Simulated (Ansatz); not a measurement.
**SiC: a changed input and its effect**

System: SiC (Cc, 4 atoms in the cell).
Method of run A: DFT, PBE, plane waves, PAW, no spin polarisation (Ansatz 0.2.0).

The structure derives from an entry of the Crystallography Open Database. Text and figures count atoms from 1; the logs count them from 0 in places.

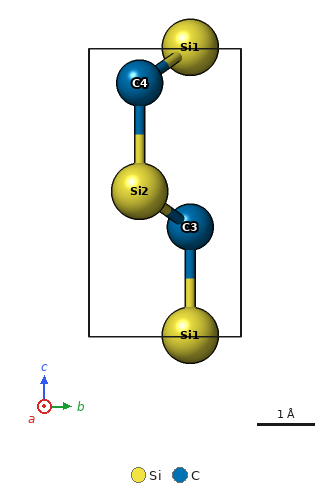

The input geometry (ball-and-stick view of the cell of the calculation, along the a axis; atoms are numbered from 1 in the order of the input). Near neighbours in the crystal (not all of them lie inside the picture): Si has 4 C at 1.89 to 1.91 Å; C has 4 Si at 1.89 to 1.91 Å.

### Input file, run A
```yaml
crystal:
  lattice:
    - [3.0919867344, 0.0, -0.0154599337]
    - [-1.5459933672, 2.6777390602, 0.0077299668]
    - [-0.025368823, 0.0, 5.0737646004]
  atoms:
    - { symbol: Si, position: [0.3333333333, 0.6666666667, 0.0045636718] }
    - { symbol: Si, position: [0.6666666667, 0.3333333333, 0.5045636718] }
    - { symbol: C, position: [0.3333333333, 0.6666666667, 0.3804363282] }
    - { symbol: C, position: [0.6666666667, 0.3333333333, 0.8804363282] }
basis:
  ecutwfc: 420
kpoints:
  mp_grid: { grid: [12, 12, 6], shift: [0.5, 0.5, 0.5] }
hamiltonian:
  xc: pbe
scf:
  occupations: { method: gaussian, width: 0.05 }
  mixing: { algorithm: msr1, beta: 0.05 }
output:
  forces: true
  eigenvalues: true
  stress: true
```

Launched with:
```bash
ansatz run input.yaml --threads 1 --pin off --max-ram 2560MiB --backend cpu --events-out ev --progress --plain --runs-dir out
```

Hardware: 1 thread of Intel Xeon @ 2.50GHz (Skylake/Cascade Lake), 64 GiB of memory available, shared host.

### Output, shortened to warnings, some set-up lines, iterations and results (run A)
```
Warning: crystal.symmetry: narrowed to the stabiliser of the k-point mesh — unitary ops 2 → 1; excluded 1 operation that carries a point of the 12×12×6 mesh (shift [0.5, 0.5, 0.5]) off the mesh (the run samples exactly the mesh kpoints.mp_grid names, as under crystal.symmetry.detect: false, and its converged state has the mesh's symmetry, not the crystal's; ε∞, the Born charges and the force …
Basis set: ecut = 420 eV, 801 PW (Γ), exchange–correlation on 48×48×72 points (8 copies of the dense FFT grid, shifted against one another)
Symmetry: 1 space group operations
k-points: 432 of 864 (time reversal used)
Initial density: superposition of atomic densities (neutral atoms: chi_scale 0, normalization atom), corrected by the library's trained network
[...]
SCF iter   1: F=—  HF=-1774.307173 eV  |F-HF|=—  |Δ(HF+E_count)|=         —  Δρ=2.65e-3  dr2=3.19e-3  ethr=1.77e-3  ⟨swp⟩=5.1  Hψ=33927  notcnv=0
SCF iter   2: F=—  HF=-1774.307284 eV  |F-HF|=—  |Δ(HF+E_count)|=   1.10e-4  Δρ=2.26e-3  dr2=2.26e-3  ethr=1.99e-5  ⟨swp⟩=1.6  Hψ=9157  notcnv=0
SCF iter   3: F=—  HF=-1774.306966 eV  |F-HF|=—  |Δ(HF+E_count)|=   3.17e-4  Δρ=9.62e-4  dr2=3.01e-4  ethr=1.41e-5  ⟨swp⟩=2.0  Hψ=8607  notcnv=0
SCF iter   4: F=—  HF=-1774.307029 eV  |F-HF|=—  |Δ(HF+E_count)|=   6.28e-5  Δρ=4.44e-4  dr2=3.67e-5  ethr=1.88e-6  ⟨swp⟩=2.0  Hψ=8162  notcnv=0
SCF iter   5: F=—  HF=-1774.306993 eV  |F-HF|=—  |Δ(HF+E_count)|=   3.66e-5  Δρ=6.64e-5  dr2=1.46e-6  ethr=2.29e-7  ⟨swp⟩=2.5  Hψ=8900  notcnv=0
SCF iter   6: F=-1774.306993 eV  HF=-1774.306993 eV  |F-HF|=7.29e-8  |Δ(HF+E_count)|=   1.40e-7  Δρ=1.74e-5  dr2=6.09e-8  ethr=6.25e-10  ⟨swp⟩=3.1  Hψ=21821  notcnv=0
SCF 1 converged in 6 iterations: F = -1774.306993 eV  dr2 = 6.09e-8
SCF converged after 6 iterations
Free energy (F): -1774.306993 eV
Harris-Foulkes:  -1774.306993 eV  (|F-HF|=7.29e-8)
Internal energy: -1774.306993 eV  (E = F + TS)
E sigma→0 (E₀):  -1774.306993 eV
Fermi energy:    10.682260 eV
--- Per-component energies (eV) ---
  E_band       = 55.093799
  E_kinetic    = 269.976452
  E_local      = -212.407303  (includes V_loc(G=0)·N_el)
  E_nonlocal   = 103.280906
  E_hartree    = 65.330313
  E_xc         = -210.547203
  E_vxc        = -218.144538  (∫ρ·V_xc dr)
  E_paw        = -1224.024399  (= ΣΔE_a)
  E_vpaw       = -18.270090  (= ΣTr[D̂ρ^β])
  E_aug_tail   = 0.000025  (compensation charges beyond the density's cutoff)
  E_ewald      = -565.915784
  E_smearing   = -0.000000  (= −TS)
  E_closure    = -0.000000  (closes the sum)
  Σ components = -1774.306993   (vs F -1774.306993, Δ=0.00e0)
--- Forces (eV/Å), atoms counted from 1 ---
  atom   1  Si     0.05418614     0.00152525     0.00281807
  atom   2  Si     0.05421720    -0.00151380     0.00282312
  atom   3  C     -0.05421431     0.00208270    -0.00282585
  atom   4  C     -0.05416556    -0.00209519    -0.00283851
  max |Σ_I F_I| component: 2.35e-5 eV/Å
--- Stress (GPa, compression-positive) ---
        0.005477       0.000690       1.629687
        0.000690       0.006981       0.000023
        1.629688       0.000023       0.057203
  P = ⅓ Tr σ = 0.0232 GPa (0.232 kbar)
```

For run B the input was changed thus:
```diff
-  mp_grid: { grid: [12, 12, 6], shift: [0.5, 0.5, 0.5] }
+  mp_grid: { grid: [12, 12, 6] }
-  mixing: { algorithm: msr1, beta: 0.05 }
```

What does this change do to the results?

The free energy of run B is 0.01 meV per atom higher, which comes mainly from the change of mesh; a solver setting shouldn't move a converged energy. The gap on the mesh goes from 2.57 to 2.30 eV. The number of SCF iterations is the same. The irreducible k-points go from 432 to 242. On the same kind of shared host run B took about 0.56 times as long.

### Output, shortened to warnings, some set-up lines, iterations and results (run B)
```
Basis set: ecut = 420 eV, 801 PW (Γ), exchange–correlation on 48×48×72 points (8 copies of the dense FFT grid, shifted against one another)
Symmetry: 2 space group operations
k-points: 242 of 864 (time reversal used)
Initial density: superposition of atomic densities (neutral atoms: chi_scale 0, normalization atom), corrected by the library's trained network
[...]
SCF iter   1: F=—  HF=-1774.307152 eV  |F-HF|=—  |Δ(HF+E_count)|=         —  Δρ=2.65e-3  dr2=3.19e-3  ethr=1.77e-3  ⟨swp⟩=5.1  Hψ=19028  notcnv=0
SCF iter   2: F=—  HF=-1774.306960 eV  |F-HF|=—  |Δ(HF+E_count)|=   1.92e-4  Δρ=9.47e-4  dr2=2.39e-4  ethr=1.99e-5  ⟨swp⟩=2.3  Hψ=6873  notcnv=0
SCF iter   3: F=—  HF=-1774.306976 eV  |F-HF|=—  |Δ(HF+E_count)|=   1.57e-5  Δρ=4.00e-4  dr2=2.74e-5  ethr=1.49e-6  ⟨swp⟩=2.0  Hψ=4398  notcnv=0
SCF iter   4: F=—  HF=-1774.306964 eV  |F-HF|=—  |Δ(HF+E_count)|=   1.17e-5  Δρ=6.63e-5  dr2=8.47e-7  ethr=1.71e-7  ⟨swp⟩=2.5  Hψ=4800  notcnv=0
SCF iter   5: F=-1774.306965 eV  HF=-1774.306965 eV  |F-HF|=1.13e-8  |Δ(HF+E_count)|=   1.47e-6  Δρ=5.02e-6  dr2=4.02e-9  ethr=5.30e-9  ⟨swp⟩=2.0  Hψ=4736  notcnv=0
SCF iter   6: F=-1774.306965 eV  HF=-1774.306965 eV  |F-HF|=2.08e-10  |Δ(HF+E_count)|=   1.24e-8  Δρ=8.34e-7  dr2=1.78e-10  ethr=2.51e-11  ⟨swp⟩=1.7  Hψ=9081  notcnv=0
SCF 1 converged in 6 iterations: F = -1774.306965 eV  dr2 = 1.78e-10
SCF converged after 6 iterations
Free energy (F): -1774.306965 eV
Harris-Foulkes:  -1774.306965 eV  (|F-HF|=2.08e-10)
Internal energy: -1774.306965 eV  (E = F + TS)
E sigma→0 (E₀):  -1774.306965 eV
Fermi energy:    10.594853 eV
--- Per-component energies (eV) ---
  E_band       = 55.094752
  E_kinetic    = 269.975519
  E_local      = -212.405286  (includes V_loc(G=0)·N_el)
  E_nonlocal   = 103.280740
  E_hartree    = 65.329149
  E_xc         = -210.546988
  E_vxc        = -218.144255  (∫ρ·V_xc dr)
  E_paw        = -1224.024340  (= ΣΔE_a)
  E_vpaw       = -18.270196  (= ΣTr[D̂ρ^β])
  E_aug_tail   = 0.000025  (compensation charges beyond the density's cutoff)
  E_ewald      = -565.915784
  E_smearing   = -0.000000  (= −TS)
  E_closure    = 0.000000  (closes the sum)
  Σ components = -1774.306965   (vs F -1774.306965, Δ=0.00e0)
--- Forces (eV/Å), atoms counted from 1 ---
  atom   1  Si     0.05419920     0.00150688     0.00275615
  atom   2  Si     0.05419920    -0.00150688     0.00275615
  atom   3  C     -0.05419939     0.00206444    -0.00275774
  atom   4  C     -0.05419939    -0.00206444    -0.00275774
  max |Σ_I F_I| component: 3.19e-6 eV/Å
--- Stress (GPa, compression-positive) ---
        0.007718       0.000000       1.629631
        0.000000       0.008206       0.000000
        1.629631       0.000000       0.057028
  P = ⅓ Tr σ = 0.0243 GPa (0.243 kbar)
```

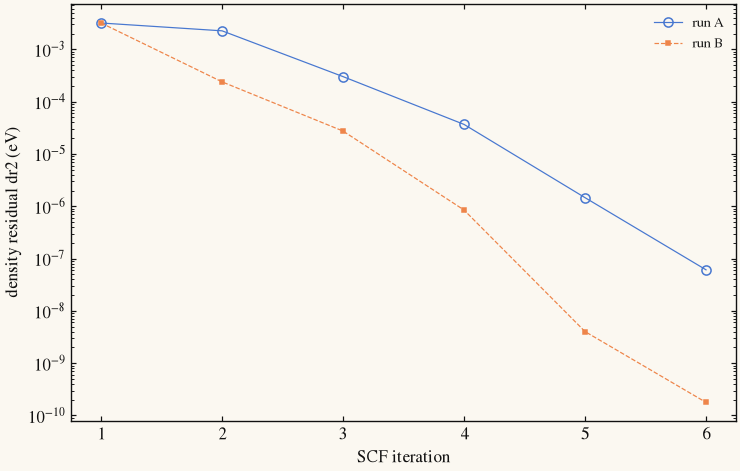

Convergence of the two runs: density residual dr2 against the SCF iteration. Run A takes 6 iterations in all, and run B takes 6.

### The two runs side by side

| quantity | run A | run B |
| --- | --- | --- |
| outcome | converged | converged |
| free energy per atom (eV) | −443.5767 | −443.5767 |
| gap on the mesh (eV) | 2.57 | 2.30 |
| pressure (GPa) | 0.02 | 0.02 |
| largest force (eV/Å) | 0.054 | 0.054 |
| SCF iterations | 6 | 6 |
| irreducible k-points | 432 | 242 |
| plane waves at Γ | 801 | 801 |
| wall time (shared host) | 21 s | 12 s |

For run A: Warnings: the k-point mesh lowers the symmetry that the run can use.
